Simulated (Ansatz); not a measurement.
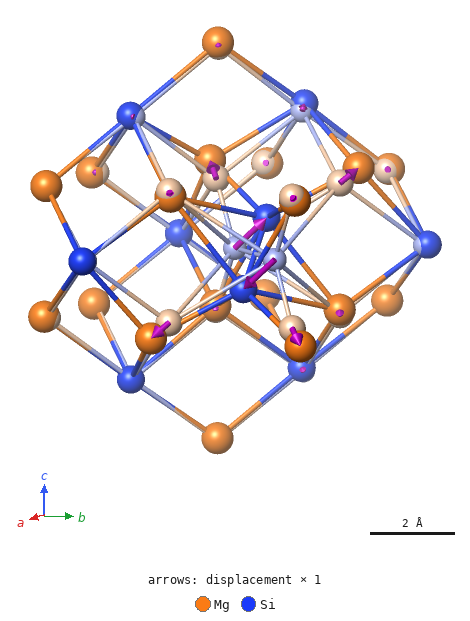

A relaxation of a defect cell of composition Mg64Si33 (cell charge +1). The starting structure is drawn faded, the final one solid; purple arrows show the displacements, at their true length.

Style: ball-and-stick. Shown: the atoms within 5.0 Å of the atom that moves most (axes of the cell of the calculation (origin shifted)), slightly off an axis.

The calculation used DFT, PBEsol, PAW, plane waves in Ansatz. Set-up: plane-wave cutoff 420 eV; k-point mesh 1 × 1 × 1; mesh shifted by (0.25, 0.25, 0.25); collinear spin; atoms relaxed in a fixed cell; force threshold 0.03 eV/Å; at most 80 steps.

**Atoms of which element are displaced furthest, and by how much?**

Silicon: up to 1.15 Å, against 0.61 Å for magnesium.

**What happened in the run?**

Over 12 geometry steps the energy falls by 10.938 eV per cell of the calculation. The largest force component goes from 9.7 to 0.015 eV/Å. The largest move is that of a Si atom, 1.15 Å along [0 1 1]. Largest moves by element: Si 1.15 Å, Mg 0.61 Å. The lattice vectors keep their values. Among the contacts that change: Mg–Si 3.017 → 4.296 Å, Mg–Si 3.037 → 4.301 Å, Mg–Si 1.891 → 2.868 Å, Mg–Si 3.813 → 2.858 Å. Among the angles between lasting bonds that change: Mg–Si–Si 67.2° → 130.8°, Mg–Si–Si 122.2° → 67.1°, Mg–Si–Mg 131.0° → 93.7°. The run may lie on a higher electronic state than the lowest, so the end point isn't shown to be the ground-state structure. Cost: 45 s on 1 × NVIDIA GB300 Max-Q with 8 threads of Arm Neoverse-V2, peak memory 2.5 GiB.

Limits of the set-up: the cell is charged, on a uniform background, and energies carry no finite-size correction.
